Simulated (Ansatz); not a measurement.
# BiSBr (Pnma): band gap by G0W0 on LDA

Aim: the quasiparticle gap of BiSBr (Pnma), starting from LDA.

Main program and level: Ansatz 0.2.0; LDA, then G0W0 on it, plane waves, PAW.

### Step 1. Set-up

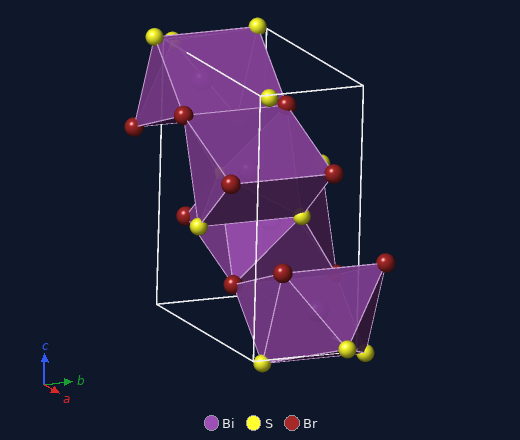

The cell as given, slightly off an axis (bismuth purple, sulfur yellow, bromine red). Bonds to atoms that aren't drawn are left out. Some periodic images of atoms are drawn too.

Geometry: measured cell, ions relaxed with LDA. The runs that relaxed it are not among those shown. Spin-orbit coupling is left out unless a step names it. The default PAW set here is soft_2. Its files were made with PBE.

### Step 2. Bands along the symmetry lines

Levels along a band path and on the mesh show where this functional puts the band edges.

This step: DFT, LDA, plane waves, PAW.

The input, input.yaml:

```yaml
crystal:
  lattice:
    - [8.02, 0.0, 0.0]
    - [0.0, 4.01, 0.0]
    - [0.0, 0.0, 9.7]
  atoms:
    - { symbol: Bi, position: [0.141885714, 0.25, 0.8674987725] }
    - { symbol: Bi, position: [0.858114286, 0.75, 0.1325012275] }
    - { symbol: Bi, position: [0.641885714, 0.25, 0.6325012275] }
    - { symbol: Bi, position: [0.358114286, 0.75, 0.3674987725] }
    - { symbol: S, position: [0.8305587158, 0.25, 0.9468519164] }
    - { symbol: S, position: [0.1694412842, 0.75, 0.0531480836] }
    - { symbol: S, position: [0.3305587158, 0.25, 0.5531480836] }
    - { symbol: S, position: [0.6694412842, 0.75, 0.4468519164] }
    - { symbol: Br, position: [0.5142157506, 0.25, 0.174430229] }
    - { symbol: Br, position: [0.4857842494, 0.75, 0.825569771] }
    - { symbol: Br, position: [1.0142157506, 0.25, 0.325569771] }
    - { symbol: Br, position: [-0.0142157506, 0.75, 0.674430229] }
kpoints:
  mp_grid: { grid: [4, 6, 4] }
  band_path:
    path:
      - [[0.0, 0.0, 0.0], [0.5, 0.0, 0.0], [0.5, 0.5, 0.0], [0.0, 0.5, 0.0], [0.0, 0.0, 0.0], [0.0, 0.0, 0.5], [0.5, 0.0, 0.5], [0.5, 0.5, 0.5], [0.0, 0.5, 0.5], [0.0, 0.0, 0.5]]
      - [[0.5, 0.0, 0.0], [0.5, 0.0, 0.5]]
      - [[0.0, 0.5, 0.0], [0.0, 0.5, 0.5]]
      - [[0.5, 0.5, 0.0], [0.5, 0.5, 0.5]]
    npoints: 10
hamiltonian:
  xc: lda
scf:
  occupations: { method: fermi_dirac, width: 0.02 }
  n_extra_bands: 8
output:
  eigenvalues: true
```

Started as:

```console
$ ansatz run input.yaml --threads 16 --pin off --max-ram 82944MiB --backend cuda --events-out ev --progress --plain --runs-dir out --devices 1 --max-vram 78GiB
```

Numbers of over 12 decimals in the logs are rounded to 6 here.

The log of the run:

```text
scf.n_extra_bands = 8 over 56 filled bands (N_el = 112.0): the run solves 64 bands
GPUs: using 1 of 1 available (devices: 1).
Engine: ansatz 0.2.0, aarch64-unknown-linux-gnu
Pseudopotentials: kind: paw
Pseudopotential: Bi, paw, valence charge 15, recommended cutoff 420 eV (normal), Bi.paw.azcp
Pseudopotential: S, paw, valence charge 6, recommended cutoff 420 eV (normal), S.paw.azcp
Pseudopotential: Br, paw, valence charge 7, recommended cutoff 420 eV (normal), Br.paw.azcp
Functional definition: SPW92
  exchange = slater_x
  correlation = pw_c
concurrent solve slots: 12 of 16 are kept, ahead of what memory takes: no pass of the eigensolver takes more rounds on 12
device memory: the entry about to start is reckoned to put 13.2 GiB on a device that reports 173.1 GiB free (of which the cap on the GPU budget leaves the run 78.0 GiB)
GPU FFT provider: cuFFT
GPU libraries: cuBLAS 13.8.1, cuFFT 12.4.0, cuSOLVER 12.3.2
GPU matrix products: emulated (plane waves: as basis.precision tells), large ones in fixed point in workspaces of 1.00 GiB
Crystal: 12 atoms, lattice volume = 311.954 Å³
Basis set: ecut = 420 eV, 6055 PW (Γ)
Bands: 64, of which v1, the nominal top of the filled ones, is band 56 counted from 1 (55 counted from 0)
Symmetry: 8 space group operations
Space group: Pnma (ITA 62), of the structure as read, at distance tolerance 6.8e-5 Å
k-points: 36 of 96
Non-local potential: Bi, projectors of the file, l = 0: 2, l = 1: 2, l = 2: 2, l = 3: 2
Non-local potential: S, projectors of the file, l = 0: 2, l = 1: 2, l = 2: 2
Non-local potential: Br, projectors of the file, l = 0: 2, l = 1: 2, l = 2: 2
PAW form: soft (Blöchl's): semilocal exchange-correlation on the pseudo side does not see the compensation charge
PAW frozen core: Bi, regenerated for the run's functional, and the local potential with it (the file was generated under x = pbe(κ = 0.804, μ = 0.219515), c = pbe(β = 0.066725))
PAW frozen core: S, regenerated for the run's functional, and the local potential with it (the file was generated under x = pbe(κ = 0.804, μ = 0.219515), c = pbe(β = 0.066725))
PAW frozen core: Br, regenerated for the run's functional, and the local potential with it (the file was generated under x = pbe(κ = 0.804, μ = 0.219515), c = pbe(β = 0.066725))
PAW one-centre angular grid: Bi, 590 points (default); XC on 64 Gauss nodes
PAW one-centre angular grid: S, 110 points (default); XC on 64 Gauss nodes
PAW one-centre angular grid: Br, 110 points (default); XC on 64 Gauss nodes
Initial density: superposition of atomic densities (neutral atoms: chi_scale 0, normalization atom), corrected by the library's trained network
Initial wavefunctions: pseudopotential atomic-orbital guess
GPU buffer pool allocated for 104976 grid points (all kernels)
GPU transforms: local potential and band sums: pruned to the plane-wave sphere, on 54×27×72
Functional: x = slater, c = lda
SCF iter   1: F=—  HF=-62603.636946 eV  |F-HF|=—  |Δ(HF+E_count)|=         —  Δρ=5.97e-3  dr2=1.50e-1  ethr=1.77e-3  ⟨swp⟩=7.1  Hψ=10198  notcnv=0
preconditioner: auto → Resta (q_TF=auto, 2.300 Å⁻¹)  ε∞=5.5  [insulator: Δε(μ)=1.684 eV  Ē_g=8.413 eV  σ=0.020 eV  W_gap=1.00  n_scr=64 (ndim 8)  ℏωp=17.8 eV  f_vac=0.000  D(μ)=0.00/eV (n_scr^D=0)  ε∞_Penn≈5.5]
SCF iter   2: F=—  HF=-62603.603822 eV  |F-HF|=—  |Δ(HF+E_count)|=   3.31e-2  Δρ=2.77e-3  dr2=1.86e-2  ethr=1.34e-4  ⟨swp⟩=2.7  Hψ=3605  notcnv=0  defer=106
SCF iter   3: F=—  HF=-62603.599067 eV  |F-HF|=—  |Δ(HF+E_count)|=   4.76e-3  Δρ=8.62e-4  dr2=2.01e-3  ethr=1.66e-5  ⟨swp⟩=2.7  Hψ=4100  notcnv=0  defer=106
SCF iter   4: F=—  HF=-62603.598713 eV  |F-HF|=—  |Δ(HF+E_count)|=   3.54e-4  Δρ=1.49e-4  dr2=6.79e-5  ethr=1.80e-6  ⟨swp⟩=2.0  Hψ=2816  notcnv=0  defer=106
SCF iter   5: F=—  HF=-62603.599052 eV  |F-HF|=—  |Δ(HF+E_count)|=   3.39e-4  Δρ=3.04e-5  dr2=3.73e-6  ethr=6.06e-8  ⟨swp⟩=2.1  Hψ=3312  notcnv=0  defer=106
SCF iter   6: F=—  HF=-62603.599053 eV  |F-HF|=—  |Δ(HF+E_count)|=   9.94e-7  Δρ=6.01e-6  dr2=1.72e-7  ethr=3.33e-9  ⟨swp⟩=2.1  Hψ=3220  notcnv=0  defer=106
SCF iter   7: F=-62603.599053 eV  HF=-62603.599053 eV  |F-HF|=8.44e-9  |Δ(HF+E_count)|=   9.09e-9  Δρ=1.86e-6  dr2=1.86e-8  ethr=8.93e-11  ⟨swp⟩=8.6  Hψ=8264  notcnv=0
SCF 1 converged in 7 iterations: F = -62603.599053 eV  dr2 = 1.86e-8
  greatest PAW one-centre occupation: 0.990 electrons in one spin orbital (limit 2), on the Bi atom at site 1 (counted from 0), in its partial waves of l = 2
device memory: the entry about to start is reckoned to put 21.9 GiB on a device that reports 173.1 GiB free (of which the cap on the GPU budget leaves the run 78.0 GiB)
NSCF: frozen V_eff on 124 k-points, pencils in batches of 32, up to order 284
SCF converged after 7 iterations
Free energy (F): -62603.599053 eV
Harris-Foulkes:  -62603.599053 eV  (|F-HF|=8.44e-9)
Internal energy: -62603.599053 eV  (E = F + TS)
E sigma→0 (E₀):  -62603.599053 eV
Fermi energy:    7.408435 eV
--- Per-component energies (eV) ---
  E_band       = -535.752759
  E_kinetic    = 2171.836116
  E_local      = -8072.334857  (includes V_loc(G=0)·N_el)
  E_nonlocal   = 2671.126841
  E_hartree    = 2636.773415
  E_xc         = -2034.562198
  E_vxc        = -1351.885765  (∫ρ·V_xc dr)
  E_paw        = -52329.125604  (= ΣΔE_a)
  E_vpaw       = -1228.047260  (= ΣTr[D̂ρ^β])
  E_aug_tail   = -0.002077  (compensation charges beyond the density's cutoff)
  E_ewald      = -7648.729985
  E_core_change = 1.419296  (= ΣΔE_core)
  E_smearing   = -0.000000  (= −TS)
  E_closure    = -0.000000  (closes the sum)
  Σ components = -62603.599053   (vs F -62603.599053, Δ=0.00e0)
--- Band table (eV; the first three rows and the last of 36) ---
  k-point 0: bands = [... 52 lower, 5.7350, 6.0934, 6.1096, 6.4409, 8.4090, 8.8736, 9.2987, 9.4926, ... 4 higher]
  k-point 1: bands = [... 52 lower, 5.8039, 6.2182, 6.3092, 6.3547, 8.3530, 8.8769, 9.0861, 9.5073, ... 4 higher]
  k-point 2: bands = [... 52 lower, 6.0307, 6.0307, 6.4285, 6.4285, 8.4687, 8.4687, 9.3529, 9.3529, ... 4 higher]
  k-point 35: bands = [... 52 lower, 5.9384, 5.9384, 5.9384, 5.9384, 9.6591, 9.6591, 9.6591, 9.6591, ... 4 higher]
```

It took 2.3 s on 1 × NVIDIA GB200 (shared by 2 runs) with 16 threads of Arm Neoverse V2, shared host; peak memory 1.3 GiB; 12 s of CPU time.

In the SCF lines HF is the Harris–Foulkes energy and dr2 the Hartree energy of the density residual, in eV; the loop may stop once dr2 is under the threshold and the program's other checks hold. Hψ counts applications of the Hamiltonian.

This step gave:

| Property | Result |
| --- | --- |
| filled bands | 56 |
| gap | 1.780 eV |
| valence top at | k = (0.000, 0.167, 0.000) |
| conduction bottom at | k = (0.250, 0.000, 0.250) |
| least direct gap | 1.860 eV |

Over mesh and path the gap is 1.780 eV, from k = (0.000, 0.167, 0.000) to k = (0.250, 0.000, 0.250). The least direct gap found is 1.860 eV, at k = (0.250, 0.000, 0.250).

The electronic bands at the labelled points (eV, zero at the top of the highest nominally filled band):

| point | band 53 | band 54 | band 55 | band 56 | band 57 | band 58 | band 59 | band 60 |
| --- | --- | --- | --- | --- | --- | --- | --- | --- |
| Γ | -0.79 | -0.43 | -0.42 | -0.08 | 1.88 | 2.35 | 2.77 | 2.97 |
| X | -0.17 | -0.17 | -0.07 | -0.07 | 2.35 | 2.35 | 2.64 | 2.64 |
| S | -0.63 | -0.63 | -0.63 | -0.63 | 3.13 | 3.13 | 3.13 | 3.13 |
| Y | -0.72 | -0.72 | -0.59 | -0.59 | 2.62 | 2.62 | 3.33 | 3.33 |
| Γ | -0.79 | -0.43 | -0.42 | -0.08 | 1.88 | 2.35 | 2.77 | 2.97 |
| Z | -0.49 | -0.49 | -0.10 | -0.10 | 1.94 | 1.94 | 2.83 | 2.83 |
| U | -0.45 | -0.45 | -0.23 | -0.23 | 1.93 | 1.93 | 2.85 | 2.85 |
| R | -0.59 | -0.59 | -0.59 | -0.59 | 3.13 | 3.13 | 3.13 | 3.13 |
| T | -0.63 | -0.63 | -0.14 | -0.14 | 2.66 | 2.66 | 2.84 | 2.84 |
| Z | -0.49 | -0.49 | -0.10 | -0.10 | 1.94 | 1.94 | 2.83 | 2.83 |
| jump to X | -0.17 | -0.17 | -0.07 | -0.07 | 2.35 | 2.35 | 2.64 | 2.64 |
| U | -0.45 | -0.45 | -0.23 | -0.23 | 1.93 | 1.93 | 2.85 | 2.85 |
| jump to Y | -0.72 | -0.72 | -0.59 | -0.59 | 2.62 | 2.62 | 3.33 | 3.33 |
| T | -0.63 | -0.63 | -0.14 | -0.14 | 2.66 | 2.66 | 2.84 | 2.84 |
| jump to S | -0.63 | -0.63 | -0.63 | -0.63 | 3.13 | 3.13 | 3.13 | 3.13 |
| R | -0.59 | -0.59 | -0.59 | -0.59 | 3.13 | 3.13 | 3.13 | 3.13 |

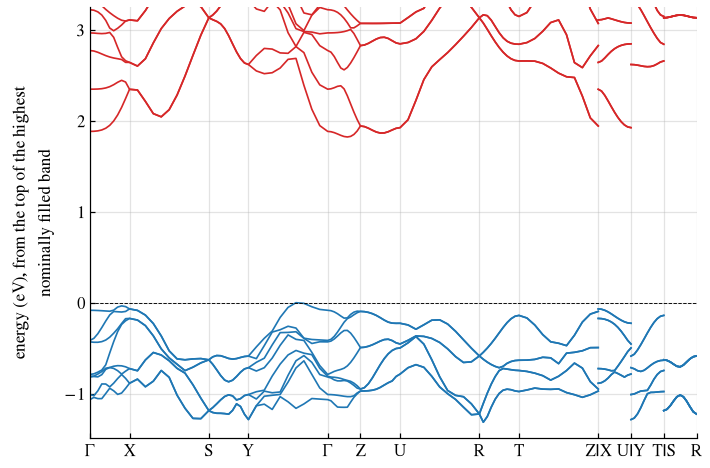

Electronic bands along the path; lines of filled and empty bands in two colours.

(Continued in part 2 of 2.)

[Paths, hosts, dates, memory and timing lines, banners, echoed tables and standing remarks are left out of the program output.]

[Logs are printed without paths, hosts, clocks, repeated set-up lines and the standing remarks that a program may print on its own settings, such as how far it seeks lower states.]

[Runs of the session that timed out or met a known fault of the program may be left out.]

[Cells called generated may have been cut or substituted from an entry of the Crystallography Open Database or the Materials Project.]

[Hosts, paths, dates, database ids (printed as entryN), source tags and the programs' standing remarks are cut or masked in the printed files.]

[Where an RPA ε∞ is given, it is that of the G0W0 mesh and is not shown converged in it. Names of k-points follow the symmetry that the program found, which can be lower than the space group named. Band edges on a path are those of the sampled points; other points can move an edge, and change direct to indirect where valleys lie close.]

[Hybrid gaps are those of their k-mesh and are not shown converged in it.]
